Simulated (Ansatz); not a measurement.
# Where Mg_i (void) puts its levels in the gap of AlN (P6_3mc), part 2 of 2

Aim: at which Fermi levels does Mg_i (void) in AlN (P6_3mc) change its charge? The model is a cell of 72 host atoms with 1 Mg put in.

Ansatz; place-levels on r2SCAN runs: charge-transition levels and formation energies with image-charge correction and potential alignment at the atomic sites; PAW set soft_1.

So far: The starting structure; Charge states; place-levels, r2SCAN.

## (3) place-levels, r2SCAN (continued)

Levels between the charges placed, in eV above the valence top:

```tsv
	gap (eV)	(+2/+1)	(+1/0)
r2SCAN	4.88	4.45	4.85
```

Corrections by state:

```tsv
charge	moment (μB)	image terms and alignment (eV)	band filling (eV)	ε used	over the lowest of its charge, as the program ranks them, band filling apart (eV)
+2	0.0	1.448	-	principal values (8.15, 8.15, 9.65)	0.000
+1	1.0	0.490	-	principal values (8.15, 8.15, 9.65)	0.000
0	0.0	0.000	-	-	0.000
```

The charged structures listed were also run neutral, and place-levels reads from each pair, by the potential or the spins, how wide the charge is by which they differ; that can be the carrier of either run.

```tsv
charge	rms radius (Å)	spread where it is widest against the cell (Å)	wide from (Å)	reading
+2	5.2	3.02	1.40	wide
+1	3.1	1.81	1.40	wide
```

The neutral runs of these pairs need not share the spin of the lowest neutral state, and very wide values only mean spread over the cell.

From the program's caveats on the states, each cut to its opening words:

- charge +2: it parts from the run at its places by a charge that spreads by about 3 Å along one vector (1.4 Å or more is wide), by its potential at epsilon [4.49, 4.49, [...]
- charge +2: its displacements don't fall off away from the defect: farther atoms stand 0.025 Å off the host's places
- charge +1 (1 μB): it parts from the run at its places by a charge that spreads by about 1.8 Å along one vector (1.4 Å or more is wide), by the spins about the atoms, where the [...]
- charge +1 (1 μB): its displacements don't fall off away from the defect: farther atoms stand 0.037 Å off the host's places
- charge +1 (1 μB): flagged: stability check not made
- charge 0: its alignment with the host at atomic sites is doubtful: the mean over the far sites moves by -0.0621 eV from their farther parts to their nearer, more than [...]
- charge 0: its displacements don't fall off away from the defect: farther atoms stand 0.05 Å off the host's places

Chemical potentials of the elements' reference phases, run alike. Formation energies (elemental references), with the Fermi level at the valence top and at the conduction bottom (gap 4.88 eV):

```tsv
charge	at valence top (eV)	at conduction bottom (eV)	correction included (eV)
+2	0.45	10.20	1.45
+1	4.90	9.78	0.49
0	9.75	9.75	0.00
```

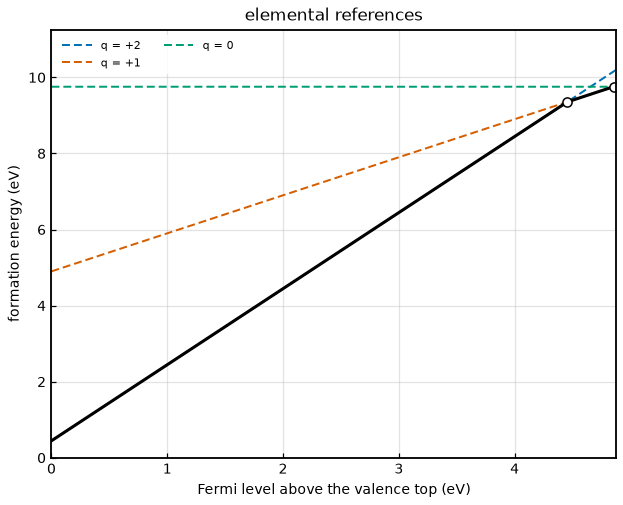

Formation energy against Fermi level; the thick line follows the lowest charge state and circles mark the transition levels.

The charge transition levels (eV, zero at the valence-band top of the host):

```tsv
	conduction bottom	valence top
Mg_i (void)	4.88	0.00
```

```tsv
	level	energy (eV)
Mg_i (void)	(+2/+1)	4.45
Mg_i (void)	(+1/0)	4.85
```

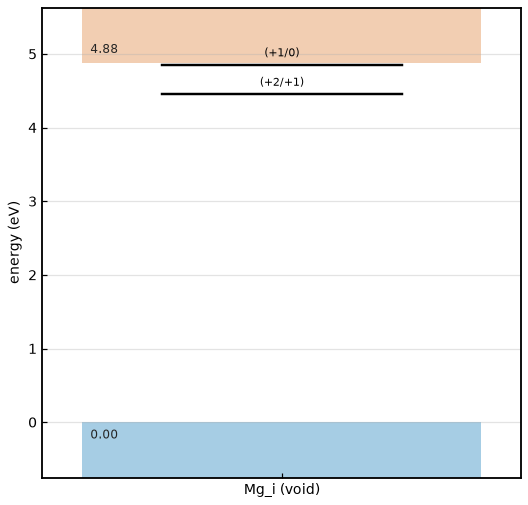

Charge transition levels. Shaded: valence and conduction bands.

## (4) The same at the relaxations' own k-points

The relaxations' own energies give the levels at their sampling, for comparison.

Input file levels.relax_mesh.yaml:

```yaml
host:
  run: host.relax.run
states: [q0.relax.run, qp1_M1.relax.run, qp2.relax.run]
chemical_potentials:
  Mg:
    energy: -1926.407918
    dataset: "<sha256 of the dataset>"
```

Launch:

```sh
$ ansatz place-levels levels.relax_mesh.yaml -- --threads 4 --pin off --max-ram 7536MiB
```

Output:

```text
(+2/+1) 4.503 eV above the valence edge, 0.383 eV under the conduction edge
(+1/0) 4.896 eV above the valence edge, in the conduction band
formation energy of charge +2: +0.413 eV with the Fermi level at the valence edge
formation energy of charge +1: +4.916 eV with the Fermi level at the valence edge
formation energy of charge 0: +9.812 eV with the Fermi level at the valence edge
  edges by r2scan, gap 4.886 eV; the host is sampled to repeats of 13.64 Å
[... the lines on each state left out ...]
```

The job ended after 0.1 s (4 threads of Arm Neoverse V2, shared host).

Levels between neighbouring charges, in eV above the valence top:

```tsv
	gap (eV)	(+2/+1)	(+1/0)
one point at (¼, ¼, ¼)	4.89	4.50	4.90
a 2×2×2 shifted mesh	4.88	4.45	4.85
```

Going from one point at (¼, ¼, ¼) to a 2×2×2 shifted mesh moves the levels that carry no band-filling term by up to 0.05 eV and formation energies against the elements by up to 0.06 eV.

## (5) Results

| Item | Value |
| --- | --- |
| gap of the host | 4.88 eV (r2SCAN) |
| level (plus 2/plus 1) | 4.45 eV above the valence top |
| level (plus 1/0) | 4.85 eV above the valence top |
| lowest of the charges placed, just above the valence top (0.02 eV) | +2 |
| lowest of the charges placed, just below the conduction bottom (0.02 eV) | 0 |
| lowest formation energy at mid-gap of the charges run, elemental references | 5.32 eV |

What this shows: Of the charges placed (0, +1 and +2), the lowest changes at 4.45 eV (+2/+1) and 4.85 eV (+1/0) above the valence top, in a gap of 4.88 eV. (+2/+1) and (+1/0) lie nearer to a band edge than the share of the finite-size correction in them (0.96 and 0.49 eV), and that correction holds for a localised charge alone. (+1/0) lies 0.02 eV from a band edge, less than the doubt on such levels. Charges above +2 and below 0 were not placed, so these runs say nothing of levels that involve them. States placed: +2 at 0 μB; +1 at 1 μB; 0 at 0 μB. Other spin states or structures, where not listed, weren't placed. Mg is taken at its element; compounds, which aren't counted here, bound the chemical potentials and would shift these formation energies. Going from one point at (¼, ¼, ¼) to a 2×2×2 shifted mesh moves the levels that carry no band-filling term by up to 0.05 eV and formation energies against the elements by up to 0.06 eV. The program doubts the alignment of potentials for at least one state, a sign that the cell is small. Keep in mind: r2SCAN makes the gap too small and tends to spread out bound carriers; where a gas molecule sets a chemical potential or the host's formation energy, its binding is uncorrected.

[Logs are printed without paths, hosts, clocks, repeated set-up lines and the standing remarks that a program may print on its own settings, such as how far it seeks lower states.]

[Hosts, paths, dates, database ids (printed as entryN), source tags and the programs' standing remarks are cut or masked in the printed files.]

[Where a table of states has a column of steps, it counts the stored structures, which are thinned; the runs took as many ionic steps or more.]

[A defect's name tells the site on which it was built; relaxed atoms can leave that site.]

[For some hosts the program warned that the k-mesh of the response run may be too coarse for force constants and the static dielectric constant; such warnings are not shown here.]
